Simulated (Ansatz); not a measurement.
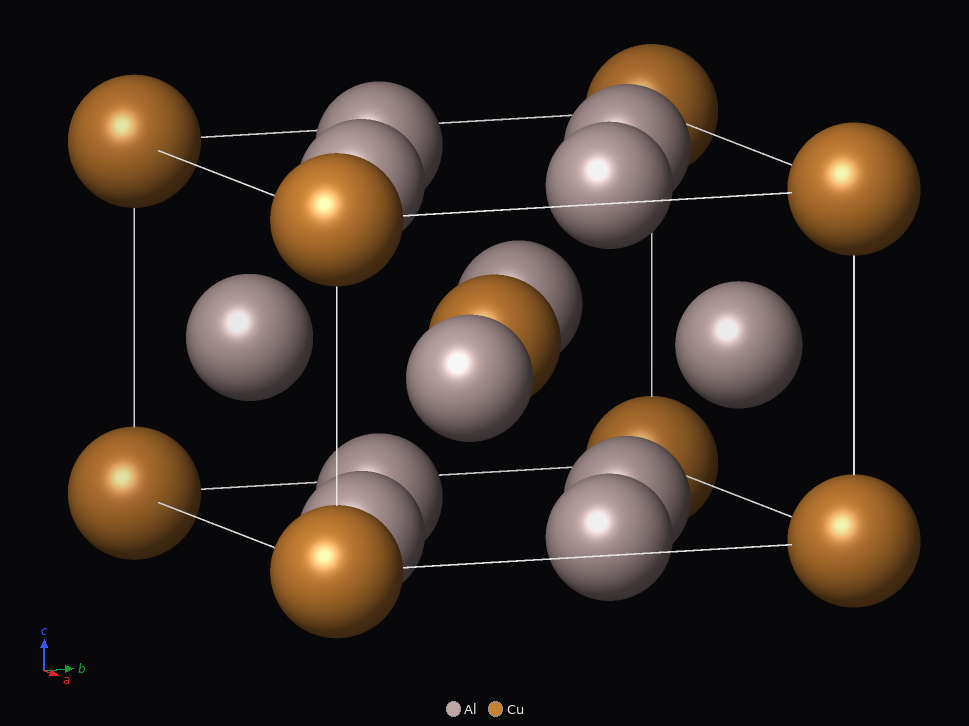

Drawn in the spheres-only manner and seen slightly off an axis. The lines enclose the conventional unit cell; boundary atoms appear with their images.

Al4Cu, space group I4/m (No. 87), a = 6.222 Å, b = 6.222 Å, c = 3.988 Å, α = 90.00°, β = 90.00°, γ = 90.00°. The cell started as a structure type filled with these elements by a generator (whether the compound takes this form wasn't checked). Earlier steps of the study may have refined or changed the cell and positions. It went into a calculation with Ansatz.

This one geometry was computed with Ansatz (DFT, plane waves, PAW) at three levels of theory: r2SCAN, LDA and PBE.

### Which level gives the highest pressure at this volume, and what does that say about its equilibrium volume?

Highest: PBE (0.0 GPa), which points to the largest equilibrium volume. Lowest, with the smallest volume: LDA (-4.9 GPa). Levels within 0.5 GPa of each other can't be told apart.

### How does the band gap change with the level of theory?

All levels give a metal.

### Collect the results in a table.

| level | cutoff (eV) | k-mesh of the run's cell | gap (eV) | pressure (GPa) |
| --- | --- | --- | --- | --- |
| r2SCAN | 500 | 12×12×12 | metal | -3.0 |
| LDA | 420 | 12×12×12 | metal | -4.9 |
| PBE | 420 | 12×12×12 | metal | 0.0 |

Gaps are taken on the k-mesh or band path of each run.
